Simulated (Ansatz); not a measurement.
**Run report: Mo$_{6}$Si, nudged elastic band (part 2 of 2)**

Continued. System: Mo$_{6}$Si (defect cell, 7 atoms in the cell). Method: DFT with PBE, PAW plane waves, no spin polarisation (Ansatz 0.2.0); cutoff 420 eV, 3×3×3 k-mesh, Fermi–Dirac smearing of 0.05 eV. The structure derives from an entry of the Crystallography Open Database. The run did not end well.

Geometry of the input (Å; fractional positions):
```
4.8613  0.0000  0.0000
0.0000  4.8613  0.0000
0.0000  0.0000  4.8613
Mo 0.2443  0.0015  0.5027
Mo 0.5040  0.7501  -0.0062
Mo 0.7613  0.0065  0.5048
Mo 0.5041  0.2459  0.0011
Mo -0.0026  0.5015  0.7507
Mo 0.0012  0.4984  0.2517
Si 0.5009  0.4974  0.4968
```

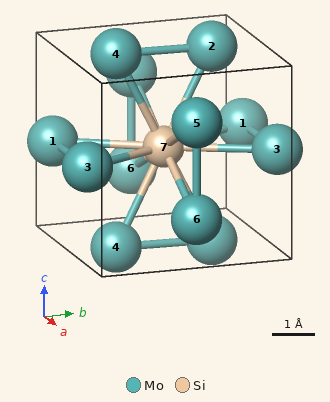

**Figure 1.** The input geometry (ball-and-stick view of the cell of the calculation, seen slightly off an axis; atoms are numbered from 1 in the order of the input).

## Log, continued
```
NEB iter  21: max|band force component| = 1.121e0 eV/Å  barrier→ = 5.5663 eV  barrier← = 5.5663 eV  CI = image 2  Δτ_max = 0.2000 Å  (20 SCF iters)
NEB image 1
SCF 76 converged in 6 iterations: F = -30370.744342 eV  dr2 = 4.15e-8
NEB image 2
SCF 77 converged in 7 iterations: F = -30365.925397 eV  dr2 = 3.49e-8
NEB image 3
SCF 78 converged in 8 iterations: F = -30369.243055 eV  dr2 = 8.30e-9
NEB iter  22: max|band force component| = 2.682e0 eV/Å  barrier→ = 4.8698 eV  barrier← = 4.8698 eV  CI = image 2  Δτ_max = 0.0996 Å  (21 SCF iters)
NEB image 1
SCF 79 converged in 6 iterations: F = -30370.573171 eV  dr2 = 4.19e-8
NEB image 2
SCF 80 converged in 7 iterations: F = -30366.208723 eV  dr2 = 1.95e-8
NEB image 3
SCF 81 converged in 7 iterations: F = -30369.744504 eV  dr2 = 8.11e-8
NEB iter  23: max|band force component| = 9.047e-1 eV/Å  barrier→ = 4.5865 eV  barrier← = 4.5865 eV  CI = image 2  Δτ_max = 0.1976 Å  (20 SCF iters)
NEB image 1
SCF 82 converged in 7 iterations: F = -30369.943245 eV  dr2 = 4.27e-8
NEB image 2
SCF 83 converged in 7 iterations: F = -30366.674571 eV  dr2 = 7.99e-8
NEB image 3
SCF 84 converged in 7 iterations: F = -30368.339926 eV  dr2 = 6.55e-8
NEB iter  24: max|band force component| = 7.547e-1 eV/Å  barrier→ = 4.1206 eV  barrier← = 4.1206 eV  CI = image 2  Δτ_max = 0.1117 Å  (21 SCF iters)
NEB image 1
SCF 85 converged in 7 iterations: F = -30369.118798 eV  dr2 = 4.30e-8
NEB image 2
SCF 86 converged in 7 iterations: F = -30366.721234 eV  dr2 = 2.09e-8
NEB image 3
SCF 87 converged in 7 iterations: F = -30368.432769 eV  dr2 = 1.40e-8
NEB iter  25: max|band force component| = 4.668e-1 eV/Å  barrier→ = 4.0740 eV  barrier← = 4.0740 eV  CI = image 2  Δτ_max = 0.1802 Å  (21 SCF iters)
NEB image 1
SCF 88 converged in 7 iterations: F = -30368.621261 eV  dr2 = 2.43e-8
NEB image 2
SCF 89 converged in 6 iterations: F = -30366.766992 eV  dr2 = 3.04e-8
NEB image 3
SCF 90 converged in 8 iterations: F = -30368.242995 eV  dr2 = 2.62e-8
NEB iter  26: max|band force component| = 9.748e-1 eV/Å  barrier→ = 4.0282 eV  barrier← = 4.0282 eV  CI = image 2  Δτ_max = 0.0948 Å  (21 SCF iters)
NEB image 1
SCF 91 converged in 7 iterations: F = -30368.309845 eV  dr2 = 2.73e-8
NEB image 2
SCF 92 converged in 7 iterations: F = -30366.808888 eV  dr2 = 2.91e-8
NEB image 3
SCF 93 converged in 7 iterations: F = -30368.867300 eV  dr2 = 1.81e-8
NEB iter  27: max|band force component| = 4.922e-1 eV/Å  barrier→ = 3.9863 eV  barrier← = 3.9863 eV  CI = image 2  Δτ_max = 0.1397 Å  (21 SCF iters)
NEB image 1
SCF 94 converged in 7 iterations: F = -30367.353013 eV  dr2 = 3.52e-8
NEB image 2
SCF 95 converged in 7 iterations: F = -30366.946935 eV  dr2 = 2.07e-8
NEB image 3
SCF 96 converged in 6 iterations: F = -30368.396078 eV  dr2 = 9.70e-8
NEB iter  28: max|band force component| = 7.842e-1 eV/Å  barrier→ = 3.8483 eV  barrier← = 3.8483 eV  CI = image 2  Δτ_max = 0.0706 Å  (20 SCF iters)
NEB image 1
SCF 97 converged in 7 iterations: F = -30367.579837 eV  dr2 = 8.37e-9
NEB image 2
SCF 98 converged in 7 iterations: F = -30367.080986 eV  dr2 = 2.41e-8
NEB image 3
SCF 99 converged in 7 iterations: F = -30368.234360 eV  dr2 = 1.41e-8
NEB iter  29: max|band force component| = 7.329e-1 eV/Å  barrier→ = 3.7142 eV  barrier← = 3.7142 eV  CI = image 2  Δτ_max = 0.0716 Å  (21 SCF iters)
NEB image 1
SCF 100 converged in 7 iterations: F = -30367.861545 eV  dr2 = 9.43e-9
NEB image 2
SCF 101 converged in 6 iterations: F = -30367.161438 eV  dr2 = 3.32e-8
NEB image 3
SCF 102 converged in 7 iterations: F = -30368.305559 eV  dr2 = 2.19e-8
NEB iter  30: max|band force component| = 5.860e-1 eV/Å  barrier→ = 3.6338 eV  barrier← = 3.6338 eV  CI = image 2  Δτ_max = 0.0717 Å  (20 SCF iters)
NEB image 1
SCF 103 converged in 7 iterations: F = -30368.121797 eV  dr2 = 1.09e-8
NEB image 2
SCF 104 converged in 6 iterations: F = -30367.269597 eV  dr2 = 4.68e-8
NEB image 3
SCF 105 converged in 7 iterations: F = -30368.296021 eV  dr2 = 4.48e-8
NEB iter  31: max|band force component| = 4.944e-1 eV/Å  barrier→ = 3.5256 eV  barrier← = 3.5256 eV  CI = image 2  Δτ_max = 0.0713 Å  (20 SCF iters)
NEB image 1
SCF 106 converged in 7 iterations: F = -30368.296537 eV  dr2 = 1.26e-8
NEB image 2
SCF 107 converged in 6 iterations: F = -30367.377910 eV  dr2 = 7.88e-8
NEB image 3
SCF 108 converged in 7 iterations: F = -30368.341140 eV  dr2 = 4.15e-8
NEB iter  32: max|band force component| = 5.310e-1 eV/Å  barrier→ = 3.4173 eV  barrier← = 3.4173 eV  CI = image 2  Δτ_max = 0.0707 Å  (20 SCF iters)
NEB image 1
SCF 109 converged in 7 iterations: F = -30368.370335 eV  dr2 = 1.42e-8
NEB image 2
SCF 110 converged in 6 iterations: F = -30367.461100 eV  dr2 = 3.85e-8
NEB image 3
SCF 111 converged in 7 iterations: F = -30368.322319 eV  dr2 = 1.20e-8
NEB iter  33: max|band force component| = 5.183e-1 eV/Å  barrier→ = 3.3341 eV  barrier← = 3.3341 eV  CI = image 2  Δτ_max = 0.1423 Å  (20 SCF iters)
NEB image 1
SCF 112 converged in 7 iterations: F = -30368.516330 eV  dr2 = 2.64e-8
NEB image 2
SCF 113 converged in 7 iterations: F = -30367.620040 eV  dr2 = 2.82e-8
NEB image 3
SCF 114 converged in 7 iterations: F = -30368.010975 eV  dr2 = 9.89e-8
NEB iter  34: max|band force component| = 6.174e-1 eV/Å  barrier→ = 3.1752 eV  barrier← = 3.1752 eV  CI = image 2  Δτ_max = 0.1390 Å  (21 SCF iters)
NEB image 1
SCF 115 converged in 7 iterations: F = -30368.907675 eV  dr2 = 6.86e-8
NEB image 2
SCF 116 converged in 8 iterations: F = -30367.847473 eV  dr2 = 7.24e-9
NEB image 3
SCF 117 converged in 8 iterations: F = -30367.911659 eV  dr2 = 6.65e-9
NEB iter  35: max|band force component| = 7.241e-1 eV/Å  barrier→ = 2.9477 eV  barrier← = 2.9477 eV  CI = image 2  Δτ_max = 0.1411 Å  (23 SCF iters)
NEB image 1
SCF 118 converged in 7 iterations: F = -30369.158931 eV  dr2 = 6.01e-8
NEB image 2
SCF 119 converged in 7 iterations: F = -30368.009956 eV  dr2 = 9.48e-8
NEB image 3
SCF 120 converged in 7 iterations: F = -30367.988915 eV  dr2 = 4.46e-8
NEB iter  36: max|band force component| = 8.333e-1 eV/Å  barrier→ = 2.8063 eV  barrier← = 2.8063 eV  CI = image 3  Δτ_max = 0.1392 Å  (21 SCF iters)
NEB image 1
SCF 121 converged in 7 iterations: F = -30369.557448 eV  dr2 = 9.58e-8
NEB image 2
SCF 122 converged in 8 iterations: F = -30368.119475 eV  dr2 = 6.06e-9
NEB image 3
SCF 123 converged in 7 iterations: F = -30367.842854 eV  dr2 = 1.86e-8
NEB iter  37: max|band force component| = 9.079e-1 eV/Å  barrier→ = 2.9524 eV  barrier← = 2.9524 eV  CI = image 3  Δτ_max = 0.0708 Å  (22 SCF iters)
NEB image 1
SCF 124 converged in 7 iterations: F = -30369.768353 eV  dr2 = 1.55e-8
NEB image 2
SCF 125 converged in 7 iterations: F = -30368.228700 eV  dr2 = 9.10e-9
NEB image 3
SCF 126 converged in 6 iterations: F = -30367.835244 eV  dr2 = 7.39e-8
NEB iter  38: max|band force component| = 1.008e0 eV/Å  barrier→ = 2.9600 eV  barrier← = 2.9600 eV  CI = image 3  Δτ_max = 0.1421 Å  (20 SCF iters)
NEB image 1
SCF 127 converged in 7 iterations: F = -30370.009288 eV  dr2 = 6.23e-8
NEB image 2
SCF 128 converged in 7 iterations: F = -30368.374653 eV  dr2 = 2.72e-8
NEB image 3
SCF 129 converged in 7 iterations: F = -30368.033259 eV  dr2 = 5.20e-8
NEB iter  39: max|band force component| = 1.081e0 eV/Å  barrier→ = 2.7620 eV  barrier← = 2.7620 eV  CI = image 3  Δτ_max = 0.0709 Å  (21 SCF iters)
NEB image 1
preconditioner: auto → Kerker (q_TF=auto, 2.610 Å⁻¹)  [metal: Δε(μ)=0.040 eV  Ē_g=4.519 eV  σ=0.050 eV  W_gap=0.20  n_scr=32 (ndim 8)  ℏωp=21.9 eV  f_vac=0.000  D(μ)=4.41/eV (n_scr^D=32)]
SCF 130 converged in 7 iterations: F = -30370.104443 eV  dr2 = 9.29e-9
NEB image 2
preconditioner: auto → Kerker (q_TF=auto, 2.610 Å⁻¹)  [metal: Δε(μ)=0.054 eV  Ē_g=4.400 eV  σ=0.050 eV  W_gap=0.26  n_scr=32 (ndim 8)  ℏωp=21.9 eV  f_vac=0.000  D(μ)=6.08/eV (n_scr^D=56)]
SCF 131 converged in 6 iterations: F = -30368.297238 eV  dr2 = 4.53e-8
NEB image 3
iter 1 solved again at ethr=3.66e-5 eV; its pass at ethr=3.10e-3 eV (dr2=3.22e-2 eV) is discarded
SCF iter   1: F=—  HF=-30368.073096 eV  |F-HF|=—  |Δ(HF+E_count)|=         —  Δρ=7.22e-3  dr2=3.24e-2  ethr=3.66e-5  ⟨swp⟩=2.0  Hψ=3288  notcnv=0
preconditioner: auto → Kerker (q_TF=auto, 2.610 Å⁻¹)  [metal: Δε(μ)=0.062 eV  Ē_g=4.432 eV  σ=0.050 eV  W_gap=0.29  n_scr=32 (ndim 8)  ℏωp=21.9 eV  f_vac=0.000  D(μ)=6.95/eV (n_scr^D=80)]
SCF iter   2: F=—  HF=-30368.069823 eV  |F-HF|=—  |Δ(HF+E_count)|=   3.27e-3  Δρ=4.26e-3  dr2=1.22e-2  ethr=3.66e-5  ⟨swp⟩=1.0  Hψ=742  notcnv=0
SCF iter   3: F=—  HF=-30368.068134 eV  |F-HF|=—  |Δ(HF+E_count)|=   1.69e-3  Δρ=4.25e-4  dr2=1.34e-4  ethr=1.39e-5  ⟨swp⟩=2.4  Hψ=1089  notcnv=0
SCF iter   4: F=—  HF=-30368.068159 eV  |F-HF|=—  |Δ(HF+E_count)|=   2.41e-5  Δρ=8.48e-5  dr2=8.04e-6  ethr=1.52e-7  ⟨swp⟩=2.9  Hψ=1540  notcnv=0
SCF iter   5: F=—  HF=-30368.068165 eV  |F-HF|=—  |Δ(HF+E_count)|=   6.80e-6  Δρ=1.83e-5  dr2=5.75e-7  ethr=9.14e-9  ⟨swp⟩=2.0  Hψ=975  notcnv=0
SCF iter   6: F=-30368.068165 eV  HF=-30368.068165 eV  |F-HF|=1.36e-8  |Δ(HF+E_count)|=   7.27e-9  Δρ=5.46e-6  dr2=5.61e-8  ethr=1.14e-10  ⟨swp⟩=4.4  Hψ=2430  notcnv=0
SCF 132 converged in 6 iterations: F = -30368.068165 eV  dr2 = 5.61e-8
NEB iter  40: max|band force component| = 1.058e0 eV/Å  barrier→ = 2.7271 eV  barrier← = 2.7271 eV  CI = image 3  Δτ_max = 0.0708 Å  (19 SCF iters)
```

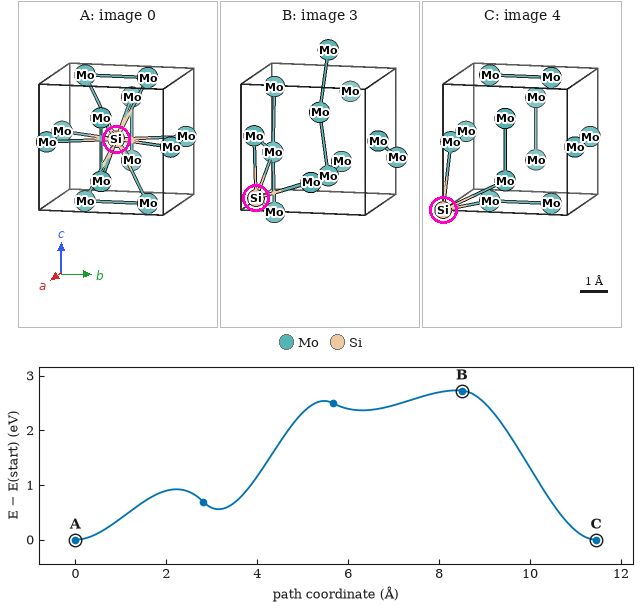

**Figure 2.** Images of the last band (counted from 0; ball-and-stick, simulation cell, seen slightly off an axis), with the moving atom and its periodic copies ringed, above the energy along the path; the line is a cubic interpolation that uses the forces. The highest image is number 3, 2.727 eV above the start and 2.727 eV above the end (the climbing image); start and end have the same energy. The path is 11.45 Å long, and Si7 moves most (4.20 Å). The band had not converged after 40 iterations.

```
Step failed. What follows is not a result of the run: it is the report of the last solve that finished, which converged after 6 SCF iterations.
Free energy (F): -30368.068165 eV
Harris-Foulkes:  -30368.068165 eV  (|F-HF|=1.36e-8)
Internal energy: -30368.010739 eV  (E = F + TS)
E sigma→0 (E₀):  -30368.039452 eV
Entropy (-TS):   -0.057426 eV (-8.204 meV/atom)
Fermi energy:    18.130287 eV
--- Per-component energies (eV) ---
  E_band       = -510.631994
  E_kinetic    = 2703.071868
  E_local      = -6103.120173  (includes V_loc(G=0)·N_el)
  E_nonlocal   = 891.739325
  E_hartree    = 2146.790859
  E_xc         = -1158.491288
  E_vxc        = -1424.068155  (∫ρ·V_xc dr)
  E_paw        = -19724.448294  (= ΣΔE_a)
  E_vpaw       = -871.842905  (= ΣTr[D̂ρ^β])
  E_aug_tail   = 0.000275  (compensation charges beyond the density's cutoff)
  E_ewald      = -9123.553312
  E_smearing   = -0.057426  (= −TS)
  E_closure    = -0.000000  (closes the sum)
  Σ components = -30368.068165   (vs F -30368.068165, Δ=0.00e0)
--- Forces (eV/Å), atoms counted from 1 ---
  atom   1  Mo    -0.30825810     0.00230624     1.02381744
  atom   2  Mo    -0.21296684    -0.57907517     0.44536551
  atom   3  Mo    -0.31337872    -0.20967283     0.25721061
  atom   4  Mo     0.15883346    -0.40609771    -0.67892489
  atom   5  Mo     0.21405725     0.79065791    -0.27058779
  atom   6  Mo     0.17932532     0.27677449    -0.47744911
  atom   7  Si     0.28240272     0.12513882    -0.29943419
  max |Σ_I F_I| component: 3.17e-5 eV/Å
--- Band table (eV; the first three rows and the last of 14) ---
  k-point 0: bands = ["-42.9886", "-42.8165", "-42.7637", "-42.4249", "-42.4088", "-42.3149", "-18.1854", "-18.0919", "-17.9601", "-17.4302", "-17.2522", "-16.9996", "-16.9243", "-16.8340", "-16.6962", "-16.6325", "-16.5768", "-16.5546", "-16.3789", "-16.2627", "-16.0252", "-15.7569", "-15.6731", "-15.5969", "8.4128", "12.9876", "13.2116", "13.3902", "13.6632", "13.7709", "13.7869", "14.2234", "14.6819", "15.0577", "15.3554", "15.6058", "15.6326", "16.1735", "16.5532", "16.9935", "17.0855", "17.3655", "17.5355", "17.9782", "18.8745", "19.1804", "19.2959", "19.5464", "19.6771", "20.2620", "20.4032", "20.7887", "21.2681"]
  k-point 1: bands = ["-42.9333", "-42.7928", "-42.7336", "-42.4978", "-42.4320", "-42.3375", "-18.1271", "-17.6545", "-17.5181", "-17.3152", "-17.2130", "-17.0819", "-16.9237", "-16.8436", "-16.7320", "-16.6453", "-16.6170", "-16.5797", "-16.3942", "-16.3081", "-16.2233", "-16.1928", "-15.9715", "-15.6715", "9.0380", "12.8021", "13.3835", "13.5891", "13.6538", "13.9731", "14.0578", "14.5668", "15.1251", "15.3794", "15.6950", "15.8892", "16.0538", "16.2348", "16.5497", "16.7782", "17.0664", "17.2039", "17.5196", "18.0245", "18.2022", "18.7253", "18.8879", "19.3467", "19.4758", "19.9320", "20.1859", "20.3660", "20.7580"]
  k-point 2: bands = ["-42.9698", "-42.8345", "-42.7606", "-42.4283", "-42.3985", "-42.3266", "-18.1727", "-18.1344", "-17.9801", "-17.3790", "-17.1721", "-16.9745", "-16.9119", "-16.8315", "-16.7085", "-16.6579", "-16.5664", "-16.4965", "-16.4641", "-16.3682", "-15.9840", "-15.7539", "-15.6816", "-15.5954", "8.7085", "12.5998", "13.2055", "13.3916", "13.6135", "13.8800", "14.0183", "14.1810", "14.4466", "14.7541", "15.1972", "15.5690", "15.9061", "16.2063", "16.4925", "16.8438", "17.0745", "17.3971", "17.9586", "18.4177", "18.6938", "18.9337", "19.3428", "19.4872", "19.9044", "20.1639", "20.6140", "20.7791", "20.9332"]
  k-point 13: bands = ["-42.8563", "-42.7866", "-42.7412", "-42.5188", "-42.4518", "-42.3795", "-17.7027", "-17.6737", "-17.4543", "-17.1936", "-17.1026", "-17.0236", "-16.9137", "-16.8606", "-16.7702", "-16.6834", "-16.6112", "-16.5348", "-16.4672", "-16.4333", "-16.2708", "-16.2086", "-16.1577", "-16.0541", "9.5764", "12.9212", "13.2360", "13.5292", "14.2078", "14.5363", "14.6482", "14.8451", "15.0638", "15.2231", "15.4855", "15.6455", "15.9549", "16.1921", "16.4323", "16.8791", "16.9140", "17.2030", "17.5638", "17.8158", "18.1977", "18.4283", "18.8042", "19.2172", "19.2834", "19.8530", "20.0636", "20.3797", "20.5652"]
End of that report.
this run last wrote the band of iteration 40 to [file]
Error: NEB band did not converge after 40 iterations: max|band force component| = 1.06e0 eV/Å (threshold 5.0e-2); raise `neb.max_iterations` in a new run, which can start from the last band evaluated (`neb.initial_path`, with `crystal.atoms` and `neb.final_atoms` set to its first and last images), add images, or start from endpoints closer to local minima. Where this run's directory can be resumed (`checkpoint.write`), a resume goes on for up to `neb.max_iterations` more; to start a new run from the last band, take its images' positions from the `neb_iteration` event of iteration 40 (`data.images[].positions_ang`), in the event stream of the run that computed that iteration (not this run's, if it was resumed behind it). With `checkpoint.write`, `steps/00-neb/state/checkpoint.json` in the run directory holds the last saved band, under `neb.evaluated.images[].positions_ang` (a band under a hybrid functional on support functions is neither saved nor resumed: `neb.initial_path` says where its path is): check the last entry of `neb.iterations` there, which is earlier than 40 if that iteration was not saved or its write failed. If the band's step has no `state` directory and holds `state.next`, a write was cut short, and the file is under `state.next` instead (behind a loss of power it can be under `state.prev`)
this run wrote the band of iteration 40 to [file] as well, whether or not its events were kept: a new run's `neb.initial_path` can list its `images[].positions_ang`
a run's events are kept only if it was started with --events-out <file>, and are in that file
```

## The last band as extended XYZ (Å, eV, eV/Å)
```
7
Lattice="4.8613 0.0000 0.0000 0.0000 4.8613 0.0000 0.0000 0.0000 4.8613" Properties=species:S:1:pos:R:3:forces:R:3 image=0 energy=-30370.79522
Mo    1.2127    0.0008    2.4317    0.0000   0.0000   0.0002
Mo    2.4398    3.6586    0.0011    0.0000   0.0001   0.0000
Mo    3.6669    0.0008    2.4317    0.0000  -0.0001  -0.0001
Mo    2.4398    1.2044    0.0011    0.0000   0.0000   0.0000
Mo    0.0092    2.4315    3.6588    0.0000   0.0000   0.0000
Mo    0.0092    2.4315    1.2046    0.0000  -0.0001  -0.0001
Si    2.4398    2.4315    2.4317    0.0001   0.0000   0.0000
7
Lattice="4.8613 0.0000 0.0000 0.0000 4.8613 0.0000 0.0000 0.0000 4.8613" Properties=species:S:1:pos:R:3:forces:R:3 image=1 energy=-30370.10444
Mo    0.6701    0.2779    1.4341    0.7068   0.9524   0.5139
Mo    3.2817    4.1714    0.3808   -0.6444  -0.9339   0.1757
Mo    3.1818   -0.7780    2.8077    0.4000   0.7054   0.4735
Mo    2.0802    1.7274   -0.7613   -0.5958  -0.5221   0.4846
Mo   -0.3687    1.7019    4.1406   -0.0942  -0.1326  -0.4217
Mo    0.8345    2.7459    1.8491   -0.6003   0.4655  -0.8346
Si    3.1402    1.7138    1.7028    0.8278  -0.5347  -0.3914
7
Lattice="4.8613 0.0000 0.0000 0.0000 4.8613 0.0000 0.0000 0.0000 4.8613" Properties=species:S:1:pos:R:3:forces:R:3 image=2 energy=-30368.29724
Mo    1.6497    1.0345    2.2135   -0.0154  -0.1902  -0.2381
Mo    2.7465    3.5230    0.5826    0.0805  -0.2115   0.0338
Mo    3.5938   -0.8787    2.9089    0.2096   0.4313   0.2954
Mo    1.7095    1.0510   -0.1965   -0.0499  -0.1178  -0.0427
Mo   -0.6488    1.4920    3.6247   -0.3861   0.5091  -0.1298
Mo    0.3029    3.5590    0.6204    0.0536  -0.2092   0.2956
Si    4.0685    1.1810    1.1933    0.1077  -0.2117  -0.2141
7
Lattice="4.8613 0.0000 0.0000 0.0000 4.8613 0.0000 0.0000 0.0000 4.8613" Properties=species:S:1:pos:R:3:forces:R:3 image=3 energy=-30368.06817
Mo    1.8463    0.5069    1.7527   -0.3083   0.0023   1.0238
Mo    2.9760    2.9542    1.1306   -0.2130  -0.5791   0.4454
Mo    4.3027    0.3732    2.7887   -0.3134  -0.2097   0.2572
Mo    1.7916    0.5518   -0.5818    0.1588  -0.4061  -0.6789
Mo   -1.6117    2.6839    3.6129    0.2141   0.7907  -0.2706
Mo    0.4869    2.8608    1.2640    0.1793   0.2768  -0.4774
Si    4.2325    0.4323    0.3730    0.2824   0.1251  -0.2994
7
Lattice="4.8613 0.0000 0.0000 0.0000 4.8613 0.0000 0.0000 0.0000 4.8613" Properties=species:S:1:pos:R:3:forces:R:3 image=4 energy=-30370.79522
Mo    1.2332    0.0060    2.4322    0.0007   0.0001   0.0000
Mo    2.4368    3.6402    0.0015   -0.0001  -0.0008   0.0000
Mo    3.6403    0.0060    2.4322   -0.0007   0.0001   0.0000
Mo    2.4368    1.2331    0.0015    0.0000   0.0007   0.0000
Mo    0.0061    2.4366    3.6357    0.0000   0.0000  -0.0008
Mo    0.0061    2.4366    1.2286    0.0000  -0.0001   0.0008
Si    4.8674    0.0060    0.0015    0.0001   0.0000   0.0000
```

## Outcome

| quantity | value |
| --- | --- |
| outcome | not converged |
| barrier, forward (band not converged) | 2.727 eV |
| barrier, backward | 2.727 eV |
| wall time | 5.3 min (CPU time 16 min) |
| peak memory | 0.78 GiB |

## What went wrong

The run did not converge: “NEB band did not converge after 40 iterations: max|band force component| = 1.06e0 eV/Å (threshold 5.0e-2); raise `neb.max_iterations` in a new run, which can start from the last band evaluated (`neb.initial_path`, with `crystal.atoms` and `neb.final_atoms` set to its first and last images), add images, or start from endpoints closer to local minima …” Its last values are not results.
